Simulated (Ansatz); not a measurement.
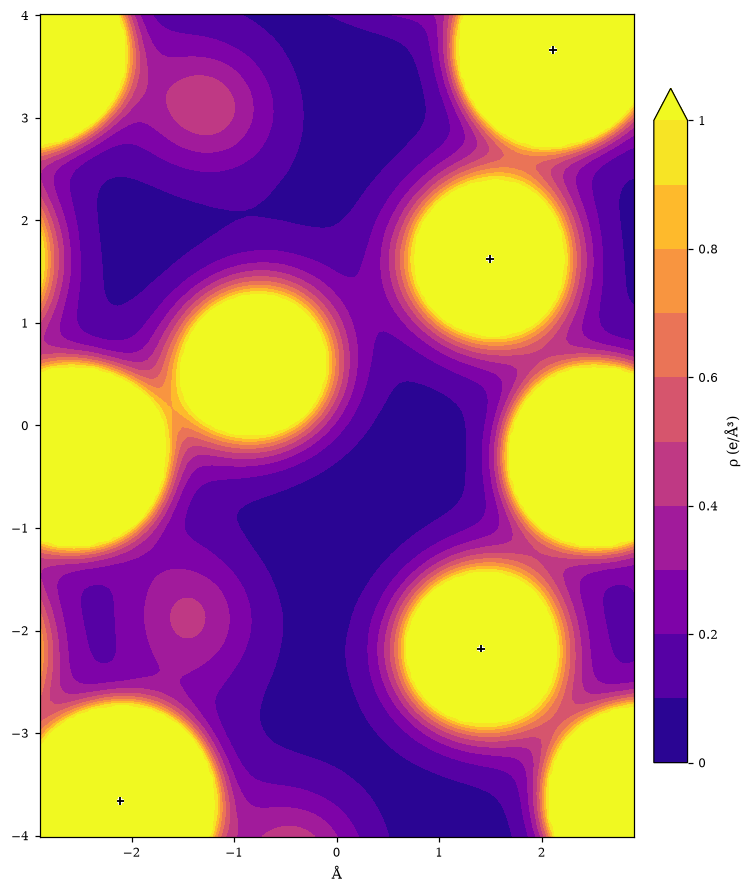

The valence pseudo-density on a plane through atoms (crosses mark nuclei in the plane).

Level of theory: Ansatz, DFT, PBE, plane-wave PAW, default files, scalar-relativistic.

Candidates:
A. Si₃N₄, a = 6.47 Å, b = 6.47 Å, c = 6.47 Å, α = 90.00°, β = 90.00°, γ = 90.00°. Space group I-43d.
B. HfO₂, a = 5.09 Å, b = 5.15 Å, c = 5.28 Å, α = 90.00°, β = 99.56°, γ = 90.00°. Space group P2₁/c; a structure from a database of computed crystals, not necessarily the ambient phase; computed pressure about 8 GPa in this cell.
C. SiO₂, a = 7.08 Å, b = 7.08 Å, c = 7.08 Å, α = 90.00°, β = 90.00°, γ = 90.00°. Space group P2₁3; a structure from a database of computed crystals, not necessarily the ambient phase.

Which system is this?

Candidate B: HfO₂ on the (011̄) plane of the conventional cell, which holds Hf and O. Hf–O (2.13 Å): the density is about 0.68 e/Å³ at the midpoint.
